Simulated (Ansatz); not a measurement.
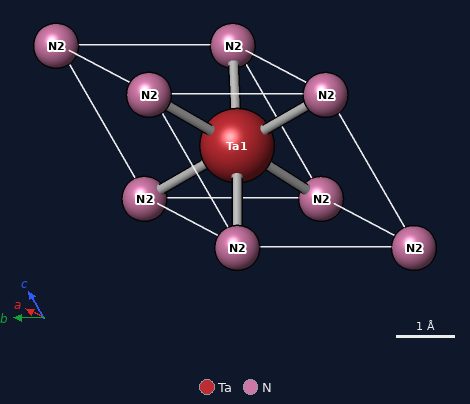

The input geometry (ball-and-stick view of the cell of the calculation, seen at an oblique angle; atoms are numbered from 1 in the order of the input). An atom can appear more than once, as a periodic image.

Run report: TaN, single-point calculation

- system: TaN (I4mm, 2 atoms in the cell)
- method: DFT r2SCAN, scalar-relativistic, plane waves, PAW, no spin polarisation (Ansatz 0.2.0)

The structure derives from an entry of the Crystallography Open Database. It belongs to a series of runs on one base structure; here: all N atoms moved -0.050 Å, as atom 2 towards its neighbour atom 1 (Ta) at 2.179 A. Figures and captions count atoms from 1; the log counts them from 0 in places.

## Input file
```yaml
crystal:
  lattice:
    - [0.0, 2.179, 2.179]
    - [2.179, 0.0, 2.179]
    - [2.179, 2.179, 0.0]
  atoms:
    - { symbol: Ta, position: [0.5, 0.5, 0.5] }
    - { symbol: "N", position: [0.0114731528, 0.0114731528, -0.0114731528] }
basis:
  ecutwfc: 500
kpoints:
  mp_grid: { grid: [18, 18, 18] }
hamiltonian:
  xc: r2scan
scf:
  occupations: { method: gaussian, width: 0.15 }
output:
  forces: true
  stress: true
  eigenvalues: true
  write_density: true
  write_potential: true
  elf: true
  volumetric_format: npy
```

Command:
```bash
ansatz run input.yaml --threads 1 --pin off --max-ram 2560MiB --backend cpu --events-out ev --progress --plain --runs-dir out
```

## What the program printed
```
Engine: ansatz 0.2.0, x86_64-unknown-linux-gnu
Pseudopotentials: kind: paw
Pseudopotential: Ta, paw, valence charge 13, recommended cutoff 500 eV (meta_gga), Ta.paw.azcp
Pseudopotential: N, paw, valence charge 5, recommended cutoff 500 eV (meta_gga), N.paw.azcp
Functional definition: r2SCAN
  parameter k0 = 0.174
  parameter k1 = 0.065
  parameter a1 = 4.9479
  exchange = r2scan_x(k0 = k0, k1 = k1, a1 = a1)
  correlation = r2scan_c
Crystal: 2 atoms, lattice volume = 20.692 Å³
Basis set: ecut = 500 eV, 531 PW (Γ), exchange–correlation on 96×96×96 points (64 copies of the dense FFT grid, shifted against one another)
Bands: 13, of which v1, the nominal top of the filled ones, is band 9 counted from 1 (8 counted from 0)
Symmetry: 8 space group operations
Space group: I4mm (ITA 107), of the structure as read, at distance tolerance 2.7e-5 Å
k-points: 480 of 5832 (time reversal used)
Non-local potential: Ta, projectors of the file, l = 0: 3, l = 1: 2, l = 2: 2, l = 3: 1
Non-local potential: N, projectors of the file, l = 0: 2, l = 1: 2, l = 2: 1
PAW form: soft (Blöchl's): semilocal exchange-correlation on the pseudo side does not see the compensation charge
PAW frozen core: Ta, regenerated for the run's functional (the file was generated under x = pbe(κ = 0.804, μ = 0.2195149727645171), c = pbe(β = 0.06672455060314922))
PAW frozen core: N, regenerated for the run's functional (the file was generated under x = pbe(κ = 0.804, μ = 0.2195149727645171), c = pbe(β = 0.06672455060314922))
PAW one-centre angular grid: Ta, 590 points (default); XC on 160 Gauss nodes
PAW one-centre angular grid: N, 302 points (default); XC on 160 Gauss nodes
Initial density: superposition of atomic densities (neutral atoms: chi_scale 0, normalization atom), corrected by the library's trained network
Initial wavefunctions: pseudopotential atomic-orbital guess
Functional: x = r2scan, c = r2scan; τ floored in thin density (d = 2e-4 eV/Å³)
SCF iter   1: F=—  HF=-10330.956004 eV  |F-HF|=—  |Δ(HF+E_count)|=         —  Δρ=7.33e-3  dr2=3.39e-3  dr2_τ=1.45e-1  ethr=1.77e-3  ⟨swp⟩=5.6  Hψ=78288  notcnv=0  defer=82
automatic band count: the SCF goes on with 17 bands, as 13 were too few: the levels above may hold too much charge
preconditioner: auto → none  [metal: Δε(μ)=0.004 eV  Ē_g=16.785 eV  σ=0.150 eV  W_gap=0.01  n_scr=8 (ndim 8)  ℏωp=25.8 eV  f_vac=0.000  D(μ)=0.80/eV (n_scr^D=8)  sad-step TF]
SCF iter   2: F=—  HF=-10331.031980 eV  |F-HF|=—  |Δ(HF+E_count)|=   7.60e-2  Δρ=6.22e-3  dr2=5.13e-3  dr2_τ=3.32e-4  ethr=1.88e-5  ⟨swp⟩=2.0  Hψ=18483  notcnv=0  defer=1192
SCF iter   3: F=—  HF=-10331.032208 eV  |F-HF|=—  |Δ(HF+E_count)|=   2.28e-4  Δρ=3.75e-3  dr2=9.22e-4  dr2_τ=1.67e-4  ethr=1.88e-5  ⟨swp⟩=2.2  Hψ=8908  notcnv=0  defer=1192
SCF iter   4: F=—  HF=-10331.032887 eV  |F-HF|=—  |Δ(HF+E_count)|=   6.78e-4  Δρ=1.61e-3  dr2=5.39e-4  dr2_τ=4.59e-5  ethr=5.12e-6  ⟨swp⟩=2.1  Hψ=9648  notcnv=0  defer=1192
SCF iter   5: F=—  HF=-10331.032801 eV  |F-HF|=—  |Δ(HF+E_count)|=   8.61e-5  Δρ=9.09e-4  dr2=1.93e-4  dr2_τ=5.40e-6  ethr=2.99e-6  ⟨swp⟩=1.0  Hψ=6945  notcnv=0  defer=1192
SCF iter   6: F=—  HF=-10331.032766 eV  |F-HF|=—  |Δ(HF+E_count)|=   3.45e-5  Δρ=3.35e-4  dr2=2.64e-5  dr2_τ=7.99e-7  ethr=1.07e-6  ⟨swp⟩=1.3  Hψ=7425  notcnv=0  defer=1192
SCF iter   7: F=—  HF=-10331.032763 eV  |F-HF|=—  |Δ(HF+E_count)|=   3.16e-6  Δρ=8.17e-5  dr2=1.50e-6  dr2_τ=4.87e-8  ethr=1.47e-7  ⟨swp⟩=2.1  Hψ=8795  notcnv=0  defer=1192
SCF iter   8: F=-10331.032763 eV  HF=-10331.032763 eV  |F-HF|=3.33e-8  |Δ(HF+E_count)|=   1.01e-7  Δρ=1.76e-5  dr2=6.56e-8  dr2_τ=3.10e-9  ethr=5.56e-10  ⟨swp⟩=11.7  Hψ=53535  notcnv=0
SCF 1 converged in 8 iterations: F = -10331.032763 eV  dr2 = 6.56e-8
  greatest PAW one-centre occupation: 0.998 electrons in one spin orbital (limit 2), on the Ta atom at site 0 (counted from 0), in its partial waves of l = 0
```

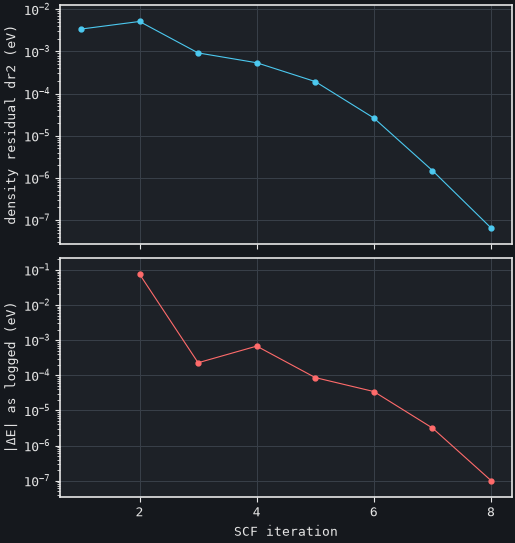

Convergence of the self-consistent field: density residual dr2 and size of the energy change against the SCF iteration. The residual falls almost steadily, with no more than small rises.

```
SCF converged after 8 iterations
Free energy (F): -10331.032763 eV
Harris-Foulkes:  -10331.032763 eV  (|F-HF|=3.33e-8)
Internal energy: -10331.023772 eV  (E = F + TS)
E sigma→0 (E₀):  -10331.028267 eV
Entropy (-TS):   -0.008991 eV (-4.496 meV/atom)
Fermi energy:    22.422090 eV
--- Per-component energies (eV) ---
  E_band       = -49.481625
  E_kinetic    = 505.275183
  E_local      = -566.387945  (includes V_loc(G=0)·N_el)
  E_nonlocal   = 60.166961
  E_hartree    = 193.110305
  E_xc         = -266.464020
  E_vxc        = -309.654236  (∫ρ·V_xc dr)
  E_paw        = -8552.655187  (= ΣΔE_a)
  E_vpaw       = -141.106415  (= ΣTr[D̂ρ^β])
  E_aug_tail   = 0.000081  (compensation charges beyond the density's cutoff)
  E_vtau       = 16.001881  (kinetic-family band-sum trace: ∫τ·v_τ [+ j·A + Jᵃ·Aᵃ] dr)
  E_ewald      = -1703.283306
  E_core_change = -0.785845  (= ΣΔE_core)
  E_smearing   = -0.008991  (= −TS)
  E_closure    = -0.000000  (closes the sum)
  Σ components = -10331.032763   (vs F -10331.032763, Δ=0.00e0)
--- Forces (eV/Å), atoms counted from 1 ---
  atom   1  Ta     0.00000000     0.00000000     0.44709834
  atom   2  N      0.00000000     0.00000000    -0.44706872
  max |Σ_I F_I| component: 2.96e-5 eV/Å
--- Stress (GPa, compression-positive) ---
        9.786089       0.000000       0.000000
        0.000000       9.786089       0.000000
        0.000000       0.000000      11.125751
  P = ⅓ Tr σ = 10.2326 GPa (102.326 kbar)
--- Band table (eV; the first three rows and the last of 480) ---
  k-point 0: bands = ["-49.0216", "-14.6046", "-14.6016", "-14.6016", "2.2017", "18.1108", "18.1108", "18.1213", "20.1860", "20.2674", "20.2674", "22.6026", "22.6853", "24.4034", "32.0939", "47.4983", "47.4983"]
  k-point 1: bands = ["-49.0195", "-14.6349", "-14.6061", "-14.6043", "2.2809", "17.6395", "17.8503", "17.9421", "20.2710", "20.3768", "20.4604", "22.9299", "23.0056", "24.6408", "32.3381", "46.3788", "46.9701"]
  k-point 2: bands = ["-49.0135", "-14.7262", "-14.6139", "-14.6121", "2.5113", "16.7707", "17.2526", "17.3254", "20.5627", "20.6671", "20.7726", "23.7576", "23.8192", "25.2704", "33.0269", "44.4262", "45.6451"]
  k-point 479: bands = ["-48.9301", "-15.4236", "-14.9204", "-14.9204", "3.4111", "15.2771", "16.6169", "17.3477", "17.3477", "24.7738", "26.1378", "26.1378", "27.3905", "30.0637", "32.3109", "39.8738", "39.8738"]
```

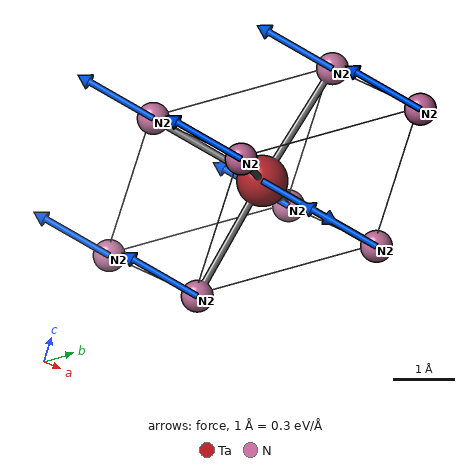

Forces on the atoms as blue arrows (ball-and-stick view of the cell of the calculation, seen slightly off an axis; atoms are numbered from 1 in the order of the input). The largest act on Ta1 (0.45 eV/Å); N2 (0.45 eV/Å). The geometry is not a stationary point of this energy.

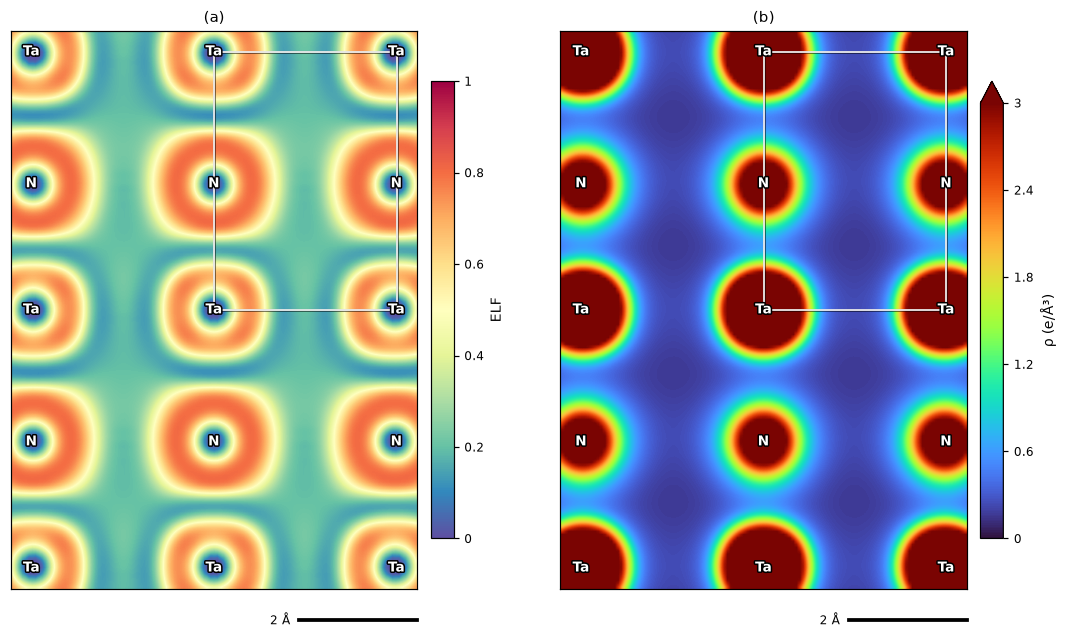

(a) electron localisation function; (b) valence electron density on the (100) plane of the conventional cell. Ta–N (2.13 Å): ρ is about 0.63 e/Å³ halfway; the ELF is about 0.15 at the midpoint; a polar contact without a shared pair, in a metal. Ta–Ta (3.08 Å): ρ at the midpoint is about 0.24 e/Å³; the ELF is about 0.20 at the midpoint (no localised pair between them). Ta–N (2.23 Å): ρ is about 0.49 e/Å³ halfway; the ELF is about 0.15 at the midpoint (no shared pair; the contact is polar). Away from the nuclei the density in this plane falls to 0.17 e/Å³ at its lowest. The strong features right at Ta lie inside the PAW spheres (semicore, d or f shells) and say nothing about bonding. Core electrons are frozen (PAW), so the fields are smoothed inside the atomic spheres.

## Results in brief

```json
{"quantity": "outcome", "value": "converged"}
{"quantity": "space group (tolerance 0.01 Å)", "value": "I4mm (107)"}
{"quantity": "electrons treated", "value": "18"}
{"quantity": "free energy", "value": "−10331.0328 eV"}
{"quantity": "Fermi energy", "value": "22.422 eV"}
{"quantity": "gap on the k-point mesh", "value": "none (metallic)"}
{"quantity": "pressure", "value": "10.23 GPa"}
{"quantity": "largest force (length of the vector)", "value": "0.447 eV/Å"}
{"quantity": "hardware", "value": "1 thread of Intel Xeon @ 2.50GHz (Skylake/Cascade Lake), 32 GiB of memory available, shared host"}
{"quantity": "wall time", "value": "55 s"}
{"quantity": "peak memory", "value": "0.62 GiB"}
```

Spin–orbit coupling is left out, which matters for Ta. The cell is under a pressure of 10.2 GPa at this level, so it is not at its equilibrium volume.
